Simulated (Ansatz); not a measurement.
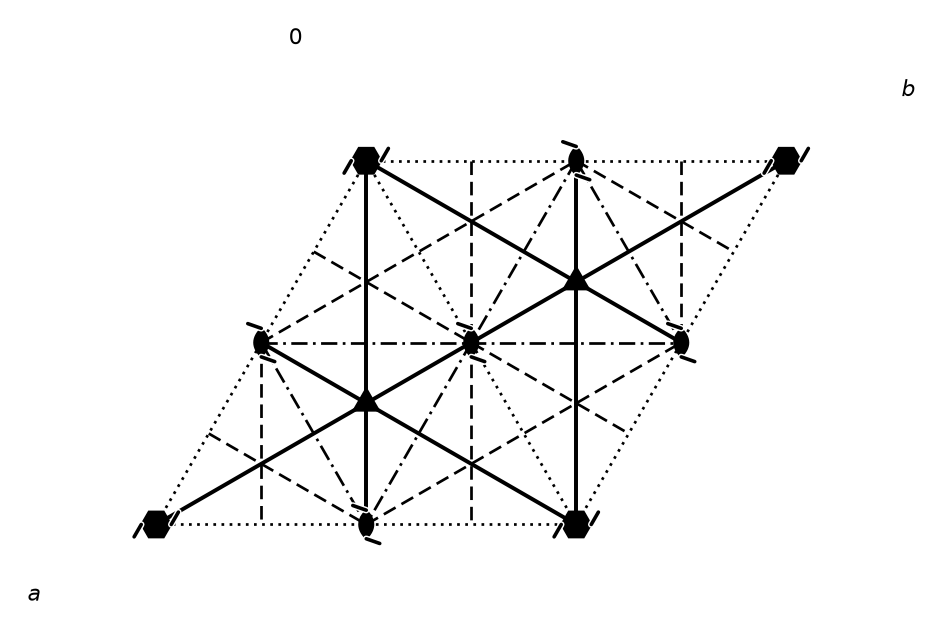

Symmetry elements of a space group, projected down c, computed from the operations of a computed or model structure of composition GaN.

Symbols follow the International Tables: origin at the upper left, the third axis towards the viewer; heavy, dashed, dotted, dash-dotted and dash-dot-dot lines are mirror, in-plane glide, out-of-plane glide, diagonal (n; with arrows d) and double (e) glide planes seen edge on; arrows at the rim are 2 (full head) and 2₁ (half head) axes in the plane; the corner sign is a plane parallel to the page; fractions are heights. Handed screw axes carry their printed symbol instead of tails.

Question: Give the Hermann–Mauguin symbol and number.

Answer: P6₃mc (No. 186); primitive hexagonal, point group 6mm, 12 general positions a cell.

Question: List the elements shown.

Answer: 6₃ axes along c at (0, 0); 3 axes along c at (1/3, 2/3), (2/3, 1/3); 2₁ axes along c at (0, 1/2), (1/2, 0), (1/2, 1/2); mirror planes holding c and [1 2 0] or [2 1 0] or [−1 1 0]; in-plane glide planes holding c and [1 2 0] or [2 1 0] or [−1 1 0]; c glide planes normal to a*, at x = 0; n glide planes normal to a*, at x = 1/2; c glide planes normal to b*, at y = 0; n glide planes normal to b*, at y = 1/2; c glide planes holding c and [1 1 0]; diagonal glide planes holding c and [1 1 0]. Heights repeat every half period; positions are (a, b) fractions, modulo 1.
